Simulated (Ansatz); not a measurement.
# Geometry relaxation, with input and output: Ir8O13 (part 3 of 3)

The same run, continued: Ir8O13 (P1, 21 atoms in the cell); DFT PBE, scalar-relativistic, plane waves, PAW, no spin polarisation (Ansatz 0.2.0); cutoff 420 eV, 2×2×2 k-mesh, Gaussian smearing of 0.1 eV. The structure was built on a prototype by a generator; it need not be a known phase. It belongs to a series of runs on one base structure; here: 3 of 16 O atoms taken out at random.

Geometry of the input (Å; fractional positions):
```
0.0000  0.0000  6.3596
4.5288  4.5288  0.0000
-4.5288  4.5288  0.0000
Ir 0.9958  0.9969  0.0025
Ir 0.5026  0.0003  0.9999
Ir 0.0015  0.5031  0.5070
Ir 0.5002  0.5043  0.5005
Ir 0.2503  0.4982  0.0024
Ir 0.7495  0.5029  0.0009
Ir 0.2472  0.9990  0.5062
Ir 0.7499  0.9967  0.4952
O  0.9967  0.3076  0.0021
O  0.0030  0.8105  0.4974
O  0.5026  0.8081  0.5006
O  0.7530  0.4949  0.3090
O  0.2504  0.0040  0.8081
O  0.7472  0.0009  0.8093
O  0.0013  0.6920  0.9988
O  0.4989  0.6925  0.9933
O  0.0036  0.1926  0.5067
O  0.5040  0.1886  0.5002
O  0.2506  0.5043  0.6912
O  0.7495  0.4949  0.6907
O  0.7510  0.0014  0.1935
```

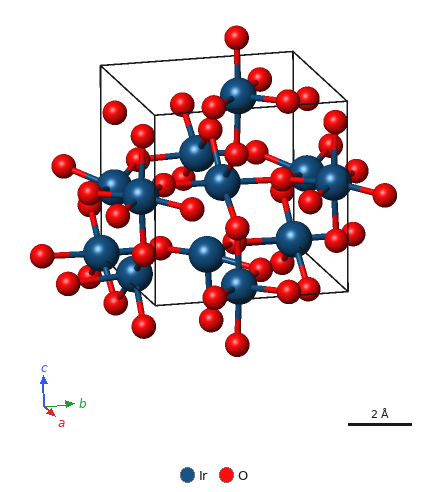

**Figure 1.** The geometry at step 7 of the log (ball-and-stick view of the cell of the calculation, seen slightly off an axis; bonded neighbours outside the cell are drawn too).

**Trajectory as extended XYZ, continued**
```
21
Lattice="0.0290 0.0054 6.2304 4.4880 4.4791 0.0245 -4.4082 4.3993 -0.0168" Properties=species:S:1:pos:R:3:forces:R:3 step=2 energy=-102836.18501 pressure_GPa=-0.18
Ir    4.4461    4.5290    6.3454    0.4499  -0.2928   0.3940
Ir   -4.3739    4.5209    2.9972    0.9054   0.5484  -0.4388
Ir    0.0679    4.4055    0.1009   -0.3996   0.2585  -0.2918
Ir    0.1061    4.3868    3.0241   -0.2981  -0.4132  -0.0104
Ir    2.0982    2.3047    1.6937   -1.0396   0.8617   0.5180
Ir    2.2525    2.2117    4.6435    0.5947   0.3300  -0.2862
Ir    2.3566    6.6023    1.5512    1.5654  -1.5272   0.2232
Ir    2.2964    6.6949    4.6614   -0.4670   0.4435   0.4935
O     1.3428    1.4522    6.2871   -0.3798  -0.4792   0.1258
O     1.4641    5.7631    0.0135   -0.2998   0.0792   0.1490
O     1.4801    5.7460    3.1085    0.1192   0.3019  -0.2844
O     0.8978    3.5895    4.6747    0.5257  -0.6186  -0.0912
O    -3.4846    3.5669    1.5416   -1.5046   1.3737  -0.1404
O    -3.5655    3.6447    4.6321    0.7642  -0.8116   0.0165
O    -1.3753    7.5349    0.0538    0.3350   0.3370   0.2495
O    -1.3016    7.5750    3.1181   -0.8708  -1.0689  -0.0482
O    -1.3036    3.0266   -0.0008    0.1111   0.2269  -0.0269
O    -1.2868    3.0193    3.0709    0.0632   0.1806  -0.1928
O    -0.8482    5.3101    1.5816    0.9162  -0.9372   0.1094
O    -0.7848    5.2073    4.6659   -0.6795   0.7482  -0.2367
O    -0.7992    0.8810    4.6670   -0.4109   0.4591  -0.2313
21
Lattice="0.0519 0.0027 6.1702 4.4812 4.4806 0.0389 -4.3854 4.3849 -0.0350" Properties=species:S:1:pos:R:3:forces:R:3 step=3 energy=-102836.63739 pressure_GPa=1.83
Ir    4.4623    4.5245    6.3187    0.1782  -0.1094  -0.0352
Ir   -4.3052    4.5367    2.9211    0.3679   0.5806  -0.0382
Ir    0.0583    4.4109    0.0857   -0.3888   0.3841  -0.2581
Ir    0.1364    4.3505    2.9714    0.0321  -0.1464   0.0070
Ir    2.0135    2.3304    1.7364   -0.6749   0.3719   0.2402
Ir    2.2793    2.2213    4.6149    0.3523   0.3768  -0.1156
Ir    2.4387    6.5354    1.5386    0.9572  -1.1015  -0.0219
Ir    2.3103    6.7007    4.6241   -0.0364  -0.1695   0.0732
O     1.3371    1.4469    6.2564   -0.0779  -0.1098   0.0209
O     1.4521    5.7606    0.0211   -0.0681   0.1353   0.1187
O     1.5135    5.7222    3.0669    0.0076   0.1955  -0.0080
O     0.9360    3.5720    4.6202    0.0505  -0.1480   0.0843
O    -3.4593    3.5547    1.4977   -0.7996   0.6670  -0.0654
O    -3.5089    3.6222    4.5645    0.1081  -0.1529   0.0154
O    -1.3724    7.5427    0.0934    0.0190   0.0578   0.0333
O    -1.2921    7.5608    3.0778   -0.3073  -0.7004   0.0983
O    -1.2749    3.0180   -0.0180   -0.0439   0.1296  -0.0270
O    -1.2418    2.9992    3.0180   -0.1177   0.0176   0.0393
O    -0.8514    5.2832    1.5764    0.6840  -0.5923  -0.1381
O    -0.7698    5.2219    4.5878   -0.0673   0.1558   0.0652
O    -0.7767    0.8954    4.6108   -0.1752   0.1582  -0.0883
21
Lattice="0.0815 -0.0041 6.1484 4.5217 4.4537 0.0551 -4.4343 4.3663 -0.0609" Properties=species:S:1:pos:R:3:forces:R:3 step=4 energy=-102836.81706 pressure_GPa=-0.23
Ir    4.5024    4.5001    6.3190    0.1115   0.0966   0.2350
Ir   -4.3281    4.6113    2.8503    0.3502  -0.1837  -0.4219
Ir    0.0272    4.4268    0.0457   -0.0049  -0.0306   0.2354
Ir    0.1924    4.2729    2.9402    0.1338  -0.0064  -0.1741
Ir    1.9697    2.2816    1.8203    0.0339   0.1128   0.3444
Ir    2.3666    2.2255    4.6381   -0.0857  -0.0219   0.0907
Ir    2.5886    6.3911    1.5204   -0.0371  -0.0643   0.0726
Ir    2.3182    6.6891    4.5999    0.0528  -0.3436  -0.1304
O     1.3685    1.4237    6.2652    0.0027   0.0604   0.1814
O     1.4599    5.7424    0.0167    0.4248  -0.1818   0.1538
O     1.6170    5.6170    3.0463    0.0536   0.1381  -0.1337
O     0.9557    3.5060    4.6110   -0.0160   0.2237  -0.1303
O    -3.6011    3.4692    1.4587   -0.4384   0.8642   0.2132
O    -3.5940    3.5866    4.5036    0.0950   0.3578   0.0323
O    -1.4720    7.5601    0.1325   -0.0041  -0.0093  -0.1099
O    -1.1766    7.3691    3.0624   -0.9216   0.1685  -0.2547
O    -1.3662    3.0922   -0.0421    0.0399  -0.4315   0.1060
O    -1.3115    3.0496    2.9715    0.2599  -0.5162  -0.1412
O    -0.7785    5.2497    1.5666    0.0446  -0.0629  -0.1098
O    -0.7087    5.2378    4.5489   -0.0957  -0.0739   0.0949
O    -0.7498    0.9703    4.5829    0.0007  -0.0961  -0.1534
21
Lattice="0.0792 0.0035 6.1423 4.5240 4.4815 0.0588 -4.4288 4.3863 -0.0539" Properties=species:S:1:pos:R:3:forces:R:3 step=5 energy=-102836.99799 pressure_GPa=-0.34
Ir    4.5139    4.5481    6.3149   -0.0961  -0.0556   0.0742
Ir   -4.3023    4.6440    2.8503    0.1238  -0.0151  -0.1637
Ir    0.0181    4.4432    0.0560   -0.0177  -0.0190   0.1318
Ir    0.1856    4.3004    2.9367   -0.0734  -0.0713  -0.0674
Ir    1.9387    2.3239    1.8264    0.0360   0.0242   0.1005
Ir    2.3488    2.2664    4.6429    0.1111  -0.0059   0.0189
Ir    2.5974    6.3973    1.5275    0.3371  -0.0922  -0.0636
Ir    2.3336    6.6972    4.5987    0.0464   0.0237  -0.0007
O     1.3525    1.4670    6.2709    0.1066   0.0554   0.0369
O     1.4826    5.7368    0.0290   -0.0309   0.0762   0.0903
O     1.5930    5.6649    3.0416   -0.0347   0.0250  -0.0791
O     0.9561    3.5628    4.6112   -0.0257   0.0327  -0.0395
O    -3.5640    3.5543    1.4645   -0.1996   0.3136   0.0888
O    -3.5328    3.6383    4.5074   -0.0096   0.1076   0.0024
O    -1.4529    7.6051    0.1463    0.0134  -0.0704  -0.0973
O    -1.2663    7.4944    3.0676   -0.3068  -0.1496  -0.0411
O    -1.3203    3.0379   -0.0394   -0.0006  -0.0256   0.0662
O    -1.2450    2.9833    2.9705   -0.0665   0.0080  -0.1045
O    -0.8050    5.2655    1.5680    0.0908  -0.0532   0.0085
O    -0.7401    5.2679    4.5518   -0.0689  -0.0194   0.0660
O    -0.7546    0.9429    4.5665    0.0653  -0.0890  -0.0279
21
Lattice="0.0648 0.0098 6.1043 4.5173 4.4791 0.0531 -4.4488 4.4106 -0.0392" Properties=species:S:1:pos:R:3:forces:R:3 step=6 energy=-102837.03653 pressure_GPa=0.43
Ir    4.4832    4.5532    6.2621   -0.0990  -0.0695   0.0577
Ir   -4.3410    4.7128    2.8136    0.0177  -0.0455  -0.0723
Ir    0.0157    4.4508    0.0733   -0.1973   0.0814   0.1937
Ir    0.1639    4.3130    2.9258   -0.1318   0.0973  -0.0884
Ir    1.9061    2.3114    1.8248    0.0038   0.0940  -0.1255
Ir    2.3328    2.2666    4.6108    0.0755   0.0315   0.0539
Ir    2.6654    6.3346    1.5315   -0.1196   0.1448  -0.1679
Ir    2.3028    6.7205    4.5754    0.0174   0.0647   0.0254
O     1.3372    1.4660    6.2261    0.0536   0.0631   0.0186
O     1.4721    5.7546    0.0488    0.2202   0.0038   0.1035
O     1.5672    5.6834    3.0184    0.1032  -0.0016  -0.0743
O     0.9413    3.5747    4.5924    0.0376  -0.0389  -0.0127
O    -3.6039    3.5983    1.4680    0.0492   0.1076   0.0116
O    -3.5505    3.6820    4.4777   -0.1119   0.0959   0.0634
O    -1.4828    7.6235    0.1530   -0.0216  -0.1039   0.0394
O    -1.3275    7.5243    3.0558   -0.1161  -0.0672  -0.0045
O    -1.3059    3.0312   -0.0153   -0.0738  -0.0786   0.0601
O    -1.2742    3.0093    2.9534    0.0190  -0.1450  -0.0923
O    -0.8237    5.2889    1.5668    0.1227  -0.1071   0.0186
O    -0.7825    5.2791    4.5372    0.0179  -0.0249  -0.0258
O    -0.7806    0.9580    4.5259    0.1336  -0.1025   0.0178
21
Lattice="0.0718 0.0057 6.1039 4.5088 4.4999 0.0552 -4.4472 4.4383 -0.0471" Properties=species:S:1:pos:R:3:forces:R:3 step=7 energy=-102837.04502 pressure_GPa=-0.13
Ir    4.4762    4.5682    6.2682   -0.0126   0.0603  -0.0503
Ir   -4.3366    4.7329    2.8078    0.0403   0.0808   0.0686
Ir    0.0060    4.4801    0.0777   -0.0025  -0.0148  -0.0059
Ir    0.1613    4.3384    2.9232    0.0034  -0.0281  -0.0101
Ir    1.9000    2.3249    1.8171   -0.0406   0.0392   0.0029
Ir    2.3317    2.2736    4.6144   -0.0483   0.0128  -0.0553
Ir    2.6550    6.3792    1.5184   -0.0543  -0.1379   0.0624
Ir    2.3049    6.7510    4.5707    0.0033   0.0178  -0.0682
O     1.3359    1.4717    6.2261    0.0267   0.0415   0.0142
O     1.4734    5.7827    0.0478    0.0144   0.0261   0.0202
O     1.5704    5.7116    3.0087   -0.0107  -0.0188   0.0328
O     0.9436    3.5942    4.5927    0.0325  -0.0297  -0.0180
O    -3.5851    3.6430    1.4598    0.0128  -0.0083  -0.0395
O    -3.5444    3.7042    4.4756   -0.0215  -0.0478  -0.0017
O    -1.4785    7.6493    0.1477   -0.0062  -0.0115   0.0643
O    -1.3428    7.5618    3.0459    0.0225  -0.0190   0.0342
O    -1.3093    3.0511   -0.0205    0.0143   0.0143  -0.0107
O    -1.2597    3.0104    2.9422    0.0328   0.0353   0.0507
O    -0.8276    5.3137    1.5717    0.0355  -0.0156  -0.0282
O    -0.7863    5.3030    4.5361    0.0022   0.0181  -0.0389
O    -0.7728    0.9527    4.5275   -0.0435  -0.0150  -0.0233
21
Lattice="0.0701 0.0041 6.1014 4.5104 4.5003 0.0528 -4.4463 4.4363 -0.0470" Properties=species:S:1:pos:R:3:forces:R:3 step=8 energy=-102837.04763 pressure_GPa=-0.05
Ir    4.4756    4.5734    6.2639   -0.0214   0.0007   0.0192
Ir   -4.3239    4.7432    2.8104   -0.0310  -0.0375   0.0103
Ir    0.0065    4.4743    0.0734    0.0102   0.0100  -0.0025
Ir    0.1596    4.3323    2.9185    0.0501  -0.0048   0.0110
Ir    1.9009    2.3363    1.8149   -0.0153  -0.0287   0.0036
Ir    2.3298    2.2707    4.6075    0.0216   0.0160   0.0195
Ir    2.6525    6.3682    1.5199    0.0724   0.0511  -0.0798
Ir    2.3027    6.7492    4.5657   -0.0103  -0.0232   0.0970
O     1.3335    1.4784    6.2230    0.0029   0.0042  -0.0213
O     1.4723    5.7818    0.0468   -0.0124  -0.0228  -0.0103
O     1.5691    5.7031    3.0094   -0.0082   0.0034  -0.0265
O     0.9428    3.5878    4.5870   -0.0172   0.0175  -0.0036
O    -3.5771    3.6522    1.4580   -0.0025   0.0222   0.0251
O    -3.5531    3.6953    4.4732   -0.0041   0.0234   0.0228
O    -1.4744    7.6486    0.1507   -0.0149  -0.0121  -0.0053
O    -1.3343    7.5568    3.0464   -0.0161  -0.0012  -0.0515
O    -1.3106    3.0464   -0.0182   -0.0072  -0.0088  -0.0203
O    -1.2623    3.0070    2.9423   -0.0087  -0.0124  -0.0117
O    -0.8229    5.3096    1.5651   -0.0073   0.0165   0.0210
O    -0.7852    5.2994    4.5276   -0.0065  -0.0170   0.0170
O    -0.7781    0.9504    4.5249    0.0256   0.0037  -0.0135
21
Lattice="0.0732 0.0028 6.1014 4.5100 4.4991 0.0542 -4.4467 4.4359 -0.0501" Properties=species:S:1:pos:R:3:forces:R:3 step=9 energy=-102837.04876 pressure_GPa=0.02
Ir    4.4757    4.5703    6.2674   -0.0184   0.0145  -0.0017
Ir   -4.3280    4.7366    2.8080    0.0145   0.0086   0.0152
Ir    0.0062    4.4769    0.0720   -0.0074  -0.0176   0.0182
Ir    0.1651    4.3313    2.9170   -0.0106  -0.0161  -0.0048
Ir    1.8993    2.3292    1.8176   -0.0128   0.0077  -0.0019
Ir    2.3328    2.2704    4.6094   -0.0006  -0.0114  -0.0092
Ir    2.6575    6.3696    1.5160   -0.0139  -0.0296   0.0148
Ir    2.3044    6.7467    4.5664    0.0069   0.0175  -0.0157
O     1.3345    1.4763    6.2231    0.0023   0.0051   0.0013
O     1.4712    5.7821    0.0465    0.0192   0.0119  -0.0027
O     1.5710    5.7056    3.0050    0.0041  -0.0094   0.0057
O     0.9469    3.5895    4.5858    0.0063   0.0037  -0.0015
O    -3.5763    3.6526    1.4558   -0.0007  -0.0059  -0.0146
O    -3.5508    3.6961    4.4751    0.0037  -0.0156  -0.0170
O    -1.4780    7.6458    0.1503    0.0070   0.0054   0.0074
O    -1.3336    7.5516    3.0404    0.0031   0.0068   0.0151
O    -1.3088    3.0471   -0.0229   -0.0010   0.0047   0.0023
O    -1.2576    3.0050    2.9407    0.0025   0.0106  -0.0005
O    -0.8220    5.3091    1.5666   -0.0033  -0.0004  -0.0109
O    -0.7854    5.2959    4.5274   -0.0008   0.0090  -0.0105
O    -0.7776    0.9474    4.5241   -0.0002   0.0004   0.0110
21
Lattice="0.0732 0.0028 6.1014 4.5100 4.4991 0.0542 -4.4467 4.4359 -0.0501" Properties=species:S:1:pos:R:3:forces:R:3 step=10 energy=-102837.00310 pressure_GPa=-0.29
Ir    4.4757    4.5703    6.2674   -0.0180   0.0141  -0.0019
Ir   -4.3280    4.7366    2.8080    0.0150   0.0084   0.0155
Ir    0.0062    4.4769    0.0720   -0.0077  -0.0178   0.0178
Ir    0.1651    4.3313    2.9170   -0.0109  -0.0158  -0.0045
Ir    1.8993    2.3292    1.8176   -0.0125   0.0074  -0.0018
Ir    2.3328    2.2704    4.6094   -0.0005  -0.0115  -0.0097
Ir    2.6575    6.3696    1.5160   -0.0148  -0.0285   0.0150
Ir    2.3044    6.7467    4.5664    0.0072   0.0174  -0.0156
O     1.3345    1.4763    6.2231    0.0026   0.0050   0.0012
O     1.4712    5.7821    0.0465    0.0191   0.0121  -0.0029
O     1.5710    5.7056    3.0050    0.0042  -0.0089   0.0054
O     0.9469    3.5895    4.5858    0.0059   0.0038  -0.0015
O    -3.5763    3.6526    1.4558   -0.0012  -0.0056  -0.0144
O    -3.5508    3.6961    4.4751    0.0036  -0.0159  -0.0170
O    -1.4780    7.6458    0.1503    0.0076   0.0059   0.0067
O    -1.3336    7.5516    3.0404    0.0025   0.0067   0.0156
O    -1.3088    3.0471   -0.0229   -0.0011   0.0047   0.0026
O    -1.2576    3.0050    2.9407    0.0024   0.0104  -0.0003
O    -0.8220    5.3091    1.5666   -0.0029  -0.0008  -0.0112
O    -0.7854    5.2959    4.5274   -0.0008   0.0093  -0.0099
O    -0.7776    0.9474    4.5241    0.0002  -0.0003   0.0108
21
Lattice="0.0738 0.0027 6.0967 4.5089 4.4968 0.0544 -4.4437 4.4316 -0.0507" Properties=species:S:1:pos:R:3:forces:R:3 step=11 energy=-102837.00554 pressure_GPa=0.12
Ir    4.4753    4.5681    6.2635   -0.0224   0.0212   0.0044
Ir   -4.3208    4.7333    2.8065   -0.0159   0.0149  -0.0078
Ir    0.0068    4.4728    0.0730    0.0036  -0.0038  -0.0004
Ir    0.1646    4.3275    2.9144    0.0204  -0.0075  -0.0194
Ir    1.8984    2.3304    1.8157   -0.0027  -0.0081   0.0057
Ir    2.3333    2.2686    4.6048   -0.0062  -0.0070  -0.0074
Ir    2.6580    6.3630    1.5153    0.0101  -0.0035  -0.0074
Ir    2.3049    6.7427    4.5628   -0.0003  -0.0009  -0.0042
O     1.3367    1.4744    6.2181   -0.0091  -0.0001  -0.0032
O     1.4731    5.7770    0.0463   -0.0070  -0.0075   0.0029
O     1.5734    5.6983    3.0036   -0.0078  -0.0014   0.0061
O     0.9469    3.5856    4.5824    0.0035  -0.0037   0.0081
O    -3.5737    3.6464    1.4541    0.0152  -0.0139  -0.0005
O    -3.5508    3.6911    4.4693    0.0198  -0.0150   0.0054
O    -1.4753    7.6394    0.1502    0.0048   0.0077   0.0002
O    -1.3319    7.5496    3.0377    0.0084   0.0036   0.0052
O    -1.3093    3.0455   -0.0221   -0.0002   0.0066  -0.0031
O    -1.2588    3.0040    2.9370    0.0019  -0.0002   0.0091
O    -0.8220    5.3068    1.5653   -0.0001   0.0053  -0.0011
O    -0.7810    5.2916    4.5218   -0.0133   0.0167   0.0120
O    -0.7742    0.9491    4.5222   -0.0024  -0.0033  -0.0046
21
Lattice="0.0738 0.0027 6.0967 4.5089 4.4968 0.0544 -4.4437 4.4316 -0.0507" Properties=species:S:1:pos:R:3:forces:R:3 step=12 energy=-102837.00305 pressure_GPa=0.11
Ir    4.4753    4.5681    6.2635   -0.0224   0.0212   0.0044
Ir   -4.3208    4.7333    2.8065   -0.0157   0.0148  -0.0077
Ir    0.0068    4.4728    0.0730    0.0035  -0.0038  -0.0003
Ir    0.1646    4.3275    2.9144    0.0203  -0.0075  -0.0195
Ir    1.8984    2.3304    1.8157   -0.0027  -0.0081   0.0057
Ir    2.3333    2.2686    4.6048   -0.0061  -0.0070  -0.0075
Ir    2.6580    6.3630    1.5153    0.0099  -0.0034  -0.0075
Ir    2.3049    6.7427    4.5628   -0.0003  -0.0009  -0.0042
O     1.3367    1.4744    6.2181   -0.0091   0.0000  -0.0032
O     1.4731    5.7770    0.0463   -0.0070  -0.0075   0.0029
O     1.5734    5.6983    3.0036   -0.0079  -0.0013   0.0061
O     0.9469    3.5856    4.5824    0.0034  -0.0036   0.0081
O    -3.5737    3.6464    1.4541    0.0152  -0.0140  -0.0004
O    -3.5508    3.6911    4.4693    0.0197  -0.0150   0.0055
O    -1.4753    7.6394    0.1502    0.0048   0.0077   0.0002
O    -1.3319    7.5496    3.0377    0.0083   0.0036   0.0053
O    -1.3093    3.0455   -0.0221   -0.0002   0.0066  -0.0031
O    -1.2588    3.0040    2.9370    0.0019  -0.0002   0.0092
O    -0.8220    5.3068    1.5653   -0.0001   0.0053  -0.0010
O    -0.7810    5.2916    4.5218   -0.0133   0.0167   0.0119
O    -0.7742    0.9491    4.5222   -0.0023  -0.0034  -0.0047
```
